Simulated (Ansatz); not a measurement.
**C: a changed input and its effect**

System: C (10 atoms in the cell).
Method of run A: DFT PBE, scalar-relativistic, plane waves, PAW, no spin polarisation (Ansatz 0.2.0).

The structure derives from an entry of the Crystallography Open Database. Text and figures count atoms from 1; the logs count them from 0 in places.

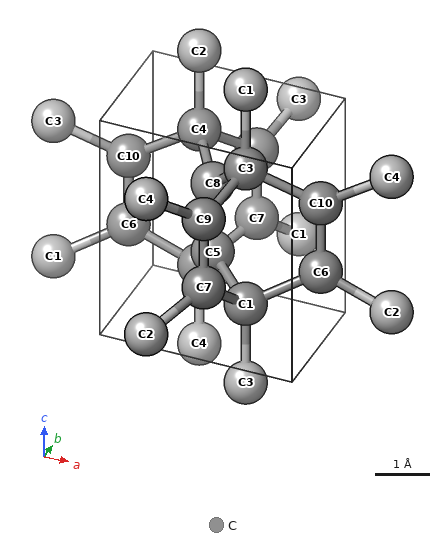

Fig. 1: The structure as given in the input (ball-and-stick view of the cell of the calculation, seen slightly off an axis; neighbours outside the cell are drawn fainter; atoms are numbered from 1 in the order of the input). Near neighbours in the crystal (not all of them lie inside the picture): C has 4 C at 1.53 to 1.55 Å; C has 3 C at 1.33 to 1.55 Å.

### Input, run A
```yaml
crystal:
  lattice:
    - [4.8371701216, 0.0, 0.0]
    - [-2.4185850608, 4.1891122077, 0.0]
    - [0.0, 0.0, 4.1724817111]
  atoms:
    - { symbol: C, position: [0.6666666667, 0.3333333333, 0.1839325] }
    - { symbol: C, position: [0.3333333333, 0.6666666667, 0.1839325] }
    - { symbol: C, position: [0.6666666667, 0.3333333333, 0.8160675] }
    - { symbol: C, position: [0.3333333333, 0.6666666667, 0.8160675] }
    - { symbol: C, position: [0.4596871735, 0.4596871735, 0.3404600926] }
    - { symbol: C, position: [0.0, 0.5403128265, 0.3404600926] }
    - { symbol: C, position: [0.5403128265, 0.0, 0.3404600926] }
    - { symbol: C, position: [0.4596871735, 0.4596871735, 0.6595399074] }
    - { symbol: C, position: [0.5403128265, 0.0, 0.6595399074] }
    - { symbol: C, position: [0.0, 0.5403128265, 0.6595399074] }
basis:
  ecutwfc: 420
kpoints:
  mp_grid: { grid: [12, 12, 10] }
hamiltonian:
  xc: pbe
scf:
  occupations: { method: gaussian, width: 0.15 }
output:
  forces: true
  stress: true
  eigenvalues: true
```

Command:
```bash
ansatz run input.yaml --threads 2 --pin off --max-ram 5120MiB --backend cpu --events-out ev --progress --plain --runs-dir out
```

Hardware: 2 threads of Intel Xeon @ 2.50GHz (Skylake/Cascade Lake), 64 GiB of memory available, shared host.

### Output, shortened to warnings, some set-up lines, iterations and results (run A)
```
Basis set: ecut = 420 eV, 1639 PW (Γ), exchange–correlation on 72×72×60 points (8 copies of the dense FFT grid, shifted against one another)
Symmetry: 12 space group operations
k-points: 114 of 1440 (time reversal used)
Initial density: superposition of atomic densities (neutral atoms: chi_scale 0, normalization atom), corrected by the library's trained network
[...]
SCF iter   1: F=—  HF=-2503.887943 eV  |F-HF|=—  |Δ(HF+E_count)|=         —  Δρ=1.59e-2  dr2=2.88e-1  ethr=1.77e-3  ⟨swp⟩=6.0  Hψ=16216  notcnv=0  defer=60
SCF iter   2: F=—  HF=-2503.819898 eV  |F-HF|=—  |Δ(HF+E_count)|=   6.80e-2  Δρ=7.65e-3  dr2=4.75e-2  ethr=7.19e-4  ⟨swp⟩=2.3  Hψ=5127  notcnv=0  defer=108
SCF iter   3: F=—  HF=-2503.811861 eV  |F-HF|=—  |Δ(HF+E_count)|=   8.04e-3  Δρ=2.22e-3  dr2=4.95e-3  ethr=1.19e-4  ⟨swp⟩=2.4  Hψ=4455  notcnv=0  defer=47
SCF iter   4: F=—  HF=-2503.812850 eV  |F-HF|=—  |Δ(HF+E_count)|=   9.89e-4  Δρ=5.16e-4  dr2=4.94e-4  ethr=1.24e-5  ⟨swp⟩=2.5  Hψ=4812  notcnv=0  defer=47
SCF iter   5: F=—  HF=-2503.813441 eV  |F-HF|=—  |Δ(HF+E_count)|=   5.91e-4  Δρ=1.43e-4  dr2=2.49e-5  ethr=1.24e-6  ⟨swp⟩=2.1  Hψ=4424  notcnv=0  defer=47
SCF iter   6: F=—  HF=-2503.813520 eV  |F-HF|=—  |Δ(HF+E_count)|=   7.86e-5  Δρ=2.63e-5  dr2=5.75e-7  ethr=6.22e-8  ⟨swp⟩=2.3  Hψ=5367  notcnv=0  defer=230
SCF iter   7: F=-2503.813524 eV  HF=-2503.813523 eV  |F-HF|=9.70e-8  |Δ(HF+E_count)|=   3.72e-6  Δρ=4.28e-6  dr2=1.30e-8  ethr=2.50e-10  ⟨swp⟩=11.6  Hψ=17900  notcnv=0
SCF 1 converged in 7 iterations: F = -2503.813524 eV  dr2 = 1.30e-8
SCF converged after 7 iterations
Free energy (F): -2503.813524 eV
Harris-Foulkes:  -2503.813523 eV  (|F-HF|=9.70e-8)
Internal energy: -2503.813514 eV  (E = F + TS)
E sigma→0 (E₀):  -2503.813519 eV
Entropy (-TS):   -0.000010 eV (-0.001 meV/atom)
Fermi energy:    7.491150 eV
--- Per-component energies (eV) ---
  E_band       = -47.963243
  E_kinetic    = 902.951942
  E_local      = -1592.834996  (includes V_loc(G=0)·N_el)
  E_nonlocal   = 268.942210
  E_hartree    = 516.067008
  E_xc         = -478.885305
  E_vxc        = -593.262266  (∫ρ·V_xc dr)
  E_paw        = -991.687267  (= ΣΔE_a)
  E_vpaw       = -65.892627  (= ΣTr[D̂ρ^β])
  E_aug_tail   = 0.000088  (compensation charges beyond the density's cutoff)
  E_ewald      = -1128.367194
  E_smearing   = -0.000010  (= −TS)
  E_closure    = 0.000000  (closes the sum)
  Σ components = -2503.813524   (vs F -2503.813524, Δ=0.00e0)
--- Forces (eV/Å), atoms counted from 1 ---
  atom   1  C      0.00000000     0.00000000     0.27725293
  atom   2  C     -0.00000000    -0.00000000     0.27725293
  atom   3  C      0.00000000     0.00000000    -0.27725293
  atom   4  C     -0.00000000    -0.00000000    -0.27725293
  atom   5  C      0.05377984     0.09314942    -0.33558714
  atom   6  C      0.05377984    -0.09314942    -0.33558714
  atom   7  C     -0.10755969    -0.00000000    -0.33558714
  atom   8  C      0.05377984     0.09314942     0.33558714
  atom   9  C     -0.10755969    -0.00000000     0.33558714
  atom  10  C      0.05377984    -0.09314942     0.33558714
  max |Σ_I F_I| component: 3.19e-16 eV/Å
--- Stress (GPa, compression-positive) ---
       -6.575314      -0.000000       0.000000
        0.000000      -6.575314       0.000000
        0.000000       0.000000      -0.444319
  P = ⅓ Tr σ = -4.5316 GPa (-45.316 kbar)
```

For run B the input was changed thus:
```diff
-    - { symbol: C, position: [0.4596871735, 0.4596871735, 0.3404600926] }
-    - { symbol: C, position: [0.0, 0.5403128265, 0.3404600926] }
-    - { symbol: C, position: [0.5403128265, 0.0, 0.3404600926] }
-    - { symbol: C, position: [0.4596871735, 0.4596871735, 0.6595399074] }
-    - { symbol: C, position: [0.5403128265, 0.0, 0.6595399074] }
-    - { symbol: C, position: [0.0, 0.5403128265, 0.6595399074] }
+    - { symbol: C, position: [0.5537504354, 0.5537504354, 0.3404600926] }
+    - { symbol: C, position: [0.0, 0.4462495646, 0.3404600926] }
+    - { symbol: C, position: [0.4462495646, 0.0, 0.3404600926] }
+    - { symbol: C, position: [0.5537504354, 0.5537504354, 0.6595399074] }
+    - { symbol: C, position: [0.4462495646, 0.0, 0.6595399074] }
+    - { symbol: C, position: [0.0, 0.4462495646, 0.6595399074] }
```

Predict how the results change.

With the same functional and potentials, run B lies 9.6 meV per atom higher. The gap on the mesh goes from 0.64 to 0.75 eV. The pressure goes from −4.53 to −7.50 GPa. The largest force goes from 0.352 to 0.677 eV/Å. The number of SCF iterations is the same.

### Output, shortened to warnings, some set-up lines, iterations and results (run B)
```
Basis set: ecut = 420 eV, 1639 PW (Γ), exchange–correlation on 72×72×60 points (8 copies of the dense FFT grid, shifted against one another)
Symmetry: 12 space group operations
k-points: 114 of 1440 (time reversal used)
Initial density: superposition of atomic densities (neutral atoms: chi_scale 0, normalization atom), corrected by the library's trained network
[...]
SCF iter   1: F=—  HF=-2503.778225 eV  |F-HF|=—  |Δ(HF+E_count)|=         —  Δρ=1.48e-2  dr2=2.45e-1  ethr=1.77e-3  ⟨swp⟩=5.9  Hψ=16074  notcnv=0  defer=68
SCF iter   2: F=—  HF=-2503.721685 eV  |F-HF|=—  |Δ(HF+E_count)|=   5.65e-2  Δρ=7.07e-3  dr2=3.93e-2  ethr=6.13e-4  ⟨swp⟩=2.2  Hψ=5114  notcnv=0  defer=100
SCF iter   3: F=—  HF=-2503.715731 eV  |F-HF|=—  |Δ(HF+E_count)|=   5.95e-3  Δρ=2.11e-3  dr2=4.34e-3  ethr=9.83e-5  ⟨swp⟩=2.5  Hψ=4575  notcnv=0  defer=40
SCF iter   4: F=—  HF=-2503.716692 eV  |F-HF|=—  |Δ(HF+E_count)|=   9.61e-4  Δρ=4.76e-4  dr2=4.03e-4  ethr=1.08e-5  ⟨swp⟩=2.6  Hψ=4838  notcnv=0  defer=40
SCF iter   5: F=—  HF=-2503.717210 eV  |F-HF|=—  |Δ(HF+E_count)|=   5.18e-4  Δρ=1.30e-4  dr2=2.05e-5  ethr=1.01e-6  ⟨swp⟩=2.0  Hψ=4533  notcnv=0  defer=40
SCF iter   6: F=—  HF=-2503.717286 eV  |F-HF|=—  |Δ(HF+E_count)|=   7.62e-5  Δρ=2.50e-5  dr2=5.30e-7  ethr=5.14e-8  ⟨swp⟩=2.4  Hψ=5346  notcnv=0  defer=184
SCF iter   7: F=-2503.717289 eV  HF=-2503.717289 eV  |F-HF|=9.02e-8  |Δ(HF+E_count)|=   3.11e-6  Δρ=4.27e-6  dr2=1.33e-8  ethr=2.50e-10  ⟨swp⟩=11.5  Hψ=17766  notcnv=0
SCF 1 converged in 7 iterations: F = -2503.717289 eV  dr2 = 1.33e-8
SCF converged after 7 iterations
Free energy (F): -2503.717289 eV
Harris-Foulkes:  -2503.717289 eV  (|F-HF|=9.02e-8)
Internal energy: -2503.717288 eV  (E = F + TS)
E sigma→0 (E₀):  -2503.717288 eV
Entropy (-TS):   -0.000001 eV (-0.000 meV/atom)
Fermi energy:    7.326309 eV
--- Per-component energies (eV) ---
  E_band       = -46.857809
  E_kinetic    = 899.116380
  E_local      = -1556.172623  (includes V_loc(G=0)·N_el)
  E_nonlocal   = 268.380702
  E_hartree    = 499.625805
  E_xc         = -477.895718
  E_vxc        = -591.967226  (∫ρ·V_xc dr)
  E_paw        = -991.340712  (= ΣΔE_a)
  E_vpaw       = -65.465390  (= ΣTr[D̂ρ^β])
  E_aug_tail   = 0.000088  (compensation charges beyond the density's cutoff)
  E_ewald      = -1145.431208
  E_smearing   = -0.000001  (= −TS)
  E_closure    = -0.000000  (closes the sum)
  Σ components = -2503.717289   (vs F -2503.717289, Δ=0.00e0)
--- Forces (eV/Å), atoms counted from 1 ---
  atom   1  C     -0.00000000     0.00000000     0.43652102
  atom   2  C     -0.00000000    -0.00000000     0.43652102
  atom   3  C     -0.00000000     0.00000000    -0.43652102
  atom   4  C      0.00000000    -0.00000000    -0.43652102
  atom   5  C     -0.20161343    -0.34920470    -0.54377236
  atom   6  C     -0.20161343     0.34920470    -0.54377236
  atom   7  C      0.40322685    -0.00000000    -0.54377236
  atom   8  C     -0.20161343    -0.34920470     0.54377236
  atom   9  C      0.40322685    -0.00000000     0.54377236
  atom  10  C     -0.20161343     0.34920470     0.54377236
  max |Σ_I F_I| component: 3.05e-16 eV/Å
--- Stress (GPa, compression-positive) ---
      -10.935721       0.000000       0.000000
        0.000000     -10.935721       0.000000
        0.000000       0.000000      -0.633257
  P = ⅓ Tr σ = -7.5016 GPa (-75.016 kbar)
```

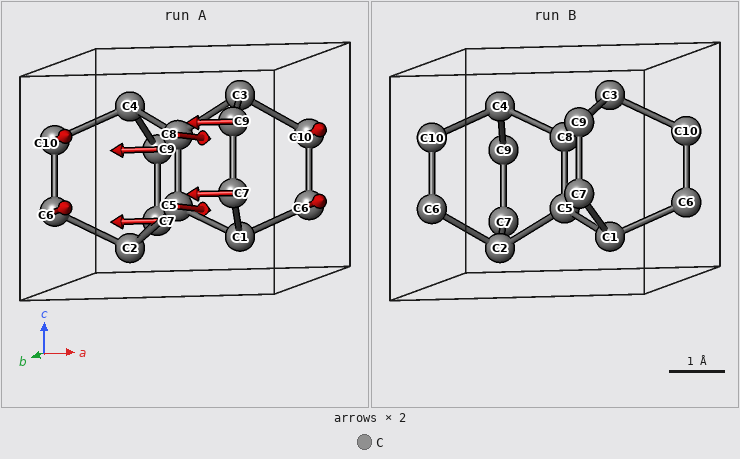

Fig. 2: The two input geometries at one scale (ball-and-stick view of the cell of the calculation, seen at an oblique angle). The red arrows on the first give the shifts of the atoms relative to the cell, with their mean removed, magnified 2 times. The largest moves, 0.46 Å, are those of C5, C6, C7, C8, C9 and C10. (The mean shift of all atoms is removed.) The cell doesn't change. Among the contacts that change: C1–C5 1.554 → 1.563 Å.

### The two runs side by side

```csv
quantity,run A,run B
outcome,converged,converged
free energy per atom (eV),−250.3814,−250.3717
gap on the mesh (eV),0.64,0.75
pressure (GPa),−4.53,−7.50
largest force (eV/Å),0.352,0.677
SCF iterations,7,7
irreducible k-points,114,114
plane waves at Γ,1639,1639
wall time (shared host),12 s,11 s
```
